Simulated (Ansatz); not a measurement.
**Band-structure calculation of Ti₃O₅ (part 2 of 2)**

The same run, continued: Ti₃O₅ (C2/m, 16 atoms in the cell); DFT PBEsol, scalar-relativistic, plane waves, PAW, no spin polarisation (Ansatz 0.2.0); cutoff 420 eV, 10×10×4 k-mesh, Gaussian smearing of 0.1 eV. The structure derives from an entry of the Crystallography Open Database.

### Output, continued
```
  k-point 116: bands = ["-46.2279", "-46.2257", "-46.0996", "-46.0668", "-46.0156", "-45.9868", "-22.8274", "-22.8025", "-22.7646", "-22.7480", "-22.7350", "-22.6684", "-22.6021", "-22.5785", "-22.5676", "-22.5195", "-22.4965", "-22.4882", "-22.4647", "-22.4184", "-22.3642", "-22.3480", "-22.2260", "-22.2145", "-8.4069", "-8.1782", "-7.9946", "-7.9004", "-7.7940", "-7.7688", "-7.3047", "-7.2647", "-7.0526", "-6.9990", "4.4404", "4.5580", "4.9139", "4.9921", "5.0210", "5.2412", "5.2973", "5.3988", "5.4417", "5.7929", "5.9586", "6.1531", "6.2389", "6.4315", "6.4666", "6.6765", "6.7384", "6.9386", "6.9750", "7.1753", "7.4425", "7.4614", "7.5572", "7.5994", "7.7164", "8.0375", "8.1229", "8.1534", "8.2827", "8.7860", "11.2800", "11.6830", "11.7770", "11.9097", "11.9862", "12.1674", "12.9053", "12.9222", "12.9979", "13.2035", "13.3929", "13.5647", "13.5797", "13.6283", "13.6444", "13.6532", "13.8308", "13.9239", "14.4409", "14.4600", "14.4631", "14.7225", "14.8794", "15.0374", "15.0844", "15.2586", "15.3835", "15.4246", "16.4299", "16.4607", "18.5682", "18.9959", "19.2185", "19.7542", "20.8052", "22.1310", "22.3607", "22.6781", "23.8533", "24.4191", "24.4770", "24.6951"]
--- Löwdin populations: 16 sites ---
  site symbol       q [e]
     0     Ti     10.8368
     1     Ti     10.8368
     2     Ti     10.8329
     3     Ti     10.8329
     4     Ti     10.9116
     5     Ti     10.9116
     6      O      6.6352
     7      O      6.6352
     8      O      6.5691
     9      O      6.5691
    10      O      6.6591
    11      O      6.6591
    12      O      6.6473
    13      O      6.6473
    14      O      6.6766
    15      O      6.6766
  spilling = 0.003506 (of n_electrons = 132.000000)
```

### File populations.tsv
```
# site	symbol	l	j	q
# orbitals = lowdin
# n_electrons = 132.000000
# spilling = 0.003506
0	Ti	0_3S	-	1.921634
0	Ti	0_4S	-	0.441349
0	Ti	1_3P	-	5.987369
0	Ti	2_3D	-	2.486405
1	Ti	0_3S	-	1.921634
1	Ti	0_4S	-	0.441349
1	Ti	1_3P	-	5.987369
1	Ti	2_3D	-	2.486405
2	Ti	0_3S	-	1.920031
2	Ti	0_4S	-	0.447142
2	Ti	1_3P	-	5.986862
2	Ti	2_3D	-	2.478846
3	Ti	0_3S	-	1.920031
3	Ti	0_4S	-	0.447142
3	Ti	1_3P	-	5.986862
3	Ti	2_3D	-	2.478846
4	Ti	0_3S	-	1.917449
4	Ti	0_4S	-	0.447477
4	Ti	1_3P	-	5.988017
4	Ti	2_3D	-	2.558677
5	Ti	0_3S	-	1.917449
5	Ti	0_4S	-	0.447477
5	Ti	1_3P	-	5.988017
5	Ti	2_3D	-	2.558677
6	O	0_2S	-	1.728300
6	O	1_2P	-	4.906943
7	O	0_2S	-	1.728300
7	O	1_2P	-	4.906943
8	O	0_2S	-	1.735752
8	O	1_2P	-	4.833387
9	O	0_2S	-	1.735752
9	O	1_2P	-	4.833387
10	O	0_2S	-	1.733172
10	O	1_2P	-	4.925909
11	O	0_2S	-	1.733172
11	O	1_2P	-	4.925909
12	O	0_2S	-	1.752616
12	O	1_2P	-	4.894635
13	O	0_2S	-	1.752616
13	O	1_2P	-	4.894635
14	O	0_2S	-	1.738861
14	O	1_2P	-	4.937758
15	O	0_2S	-	1.738861
15	O	1_2P	-	4.937758
```

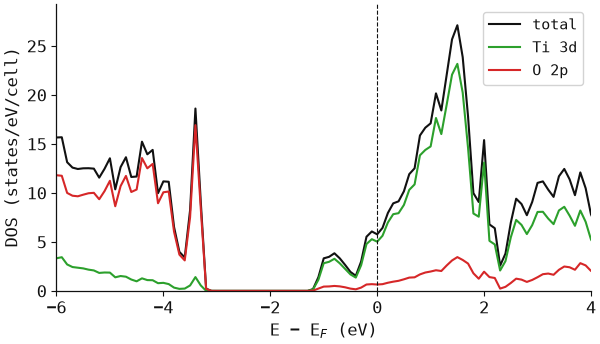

Fig. 1: Density of states (projected on Löwdin-orthogonalised atomic shells), with energies from the Fermi level. There are states at the Fermi level: a metal at this level of theory.

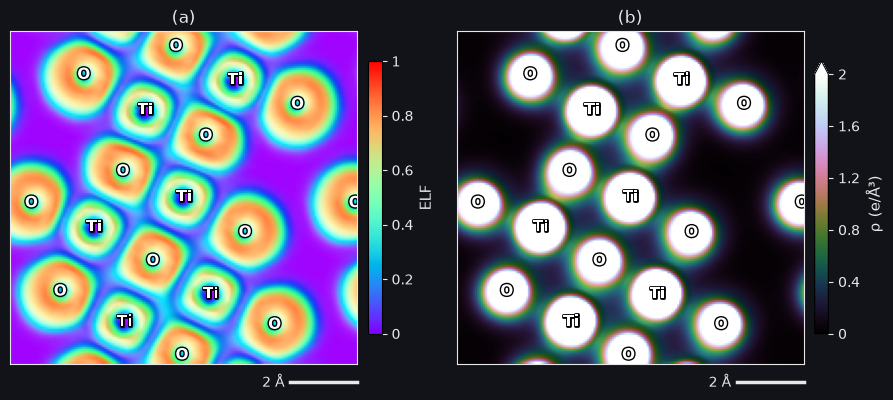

Fig. 2: (a) ELF; (b) valence charge density (pseudo) on the (010) plane of the conventional cell. Ti–O (1.88 Å): ρ at the midpoint is about 0.85 e/Å³; the ELF is about 0.20 at the midpoint (a polar contact without a shared pair, in a metal). Ti–Ti (2.69 Å): the density is about 0.28 e/Å³ at the midpoint; the ELF is about 0.25 at the midpoint (no shared electron pair). Ti–O (1.94 Å): ρ at the midpoint is about 0.72 e/Å³; the ELF is about 0.20 at the midpoint (no shared pair; the contact is polar). Ti–O (1.98 Å): the density is about 0.64 e/Å³ at the midpoint; the ELF is about 0.15 at the midpoint; a polar contact without a shared pair, in a metal. Ti–O (2.02 Å): ρ is about 0.57 e/Å³ halfway; the ELF is about 0.15 at the midpoint; no shared pair; the contact is polar. Away from the nuclei the density in this plane falls to 0.01 e/Å³ at its lowest. The strong features right at Ti lie inside the PAW spheres (semicore, d or f shells) and say nothing about bonding. In a PAW calculation such maps are meaningful between the atoms, not at the nuclei.

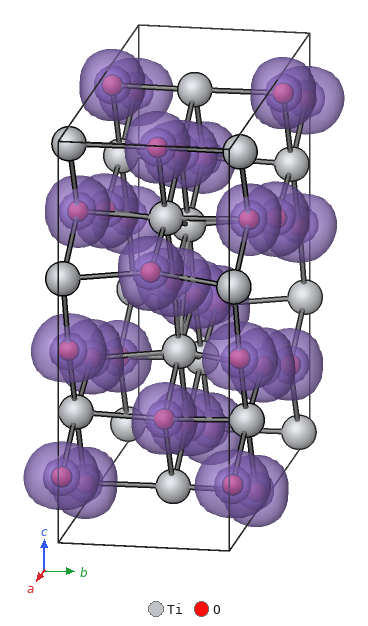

Fig. 3: Isosurface of the electron localisation function at 0.75 (purple), seen at an oblique angle. Only the valence region is drawn (cores and ρ < 0.01 e/Å³ removed). Sticks mark near contacts. The outline is the cell set on symmetry axes. Along the contacts the grid gives the following. Ti–O (1.88 Å): the ELF is about 0.20 at the midpoint; no shared pair; the contact is polar. Ti–Ti (2.69 Å): the ELF is about 0.25 at the midpoint (no shared electron pair).

This output came from the following input.

### The input
```yaml
crystal:
  lattice:
    - [4.8119196188, -1.9249912362, 0.0345598285]
    - [4.8119196188, 1.9249912362, 0.0345598285]
    - [-0.24523718, 0.0, 9.1739732489]
  atoms:
    - { symbol: Ti, position: [0.0568657564, 0.0568657564, 0.3588689326] }
    - { symbol: Ti, position: [0.9431342436, 0.9431342436, 0.6411310674] }
    - { symbol: Ti, position: [0.7774389612, 0.7774389612, 0.2614948663] }
    - { symbol: Ti, position: [0.2225610388, 0.2225610388, 0.7385051337] }
    - { symbol: Ti, position: [0.1339655502, 0.1339655502, 0.0446160036] }
    - { symbol: Ti, position: [0.8660344498, 0.8660344498, 0.9553839964] }
    - { symbol: O, position: [0.957896415, 0.957896415, 0.1526019424] }
    - { symbol: O, position: [0.042103585, 0.042103585, 0.8473980576] }
    - { symbol: O, position: [0.8709501901, 0.8709501901, 0.4427078797] }
    - { symbol: O, position: [0.1290498099, 0.1290498099, 0.5572921203] }
    - { symbol: O, position: [0.2442704437, 0.2442704437, 0.2444038344] }
    - { symbol: O, position: [0.7557295563, 0.7557295563, 0.7555961656] }
    - { symbol: O, position: [0.5861296073, 0.5861296073, 0.3401800136] }
    - { symbol: O, position: [0.4138703927, 0.4138703927, 0.6598199864] }
    - { symbol: O, position: [0.6700325382, 0.6700325382, 0.0538666931] }
    - { symbol: O, position: [0.3299674618, 0.3299674618, 0.9461333069] }
basis:
  ecutwfc: 420
kpoints:
  mp_grid: { grid: [10, 10, 4] }
  band_path:
    path:
      - [[0.0, 0.0, 0.0], [-0.29002251, 0.29002251, 0.0]]
      - [[-0.70997749, -0.29002251, 0.0], [-0.5, -0.5, 0.0], [0.0, 0.0, 0.0], [-0.5, -0.5, 0.5], [-0.7107977, -0.2892023, 0.5]]
      - [[-0.2892023, 0.2892023, 0.5], [0.0, 0.0, 0.5], [0.0, 0.0, 0.0]]
      - [[-0.5, 0.0, 0.5], [0.0, 0.0, 0.0], [-0.5, 0.0, 0.0]]
    npoints: 10
hamiltonian:
  xc: pbesol
scf:
  occupations: { method: gaussian, width: 0.1 }
  n_extra_bands: 40
output:
  forces: true
  stress: true
  eigenvalues: true
  populations: true
  dos: { projected: true, de: 0.02, nscf_kmesh: { grid: [15, 15, 6] } }
  bader: false
  write_density: true
  write_potential: true
  elf: true
  volumetric_format: npy
```

Launch command:
```bash
ansatz run input.yaml --threads 4 --pin off --max-ram 10240MiB --backend cpu --events-out ev --progress --plain --runs-dir out
```

### Key numbers

| quantity | value |
| --- | --- |
| outcome | converged |
| space group (tolerance 0.01 Å) | C2/m (12) |
| electrons treated | 132 |
| free energy | −20475.2404 eV |
| Fermi energy | 12.052 eV |
| gap on the k-point mesh | none (metallic) |
| pressure | −0.01 GPa |
| largest force (length of the vector) | 0.001 eV/Å |
| hardware | 4 threads of Intel Xeon (Granite Rapids), 32 GiB of memory available, shared host |
| wall time | 67 s (CPU time 4.5 min) |
| peak memory | 3.6 GiB |
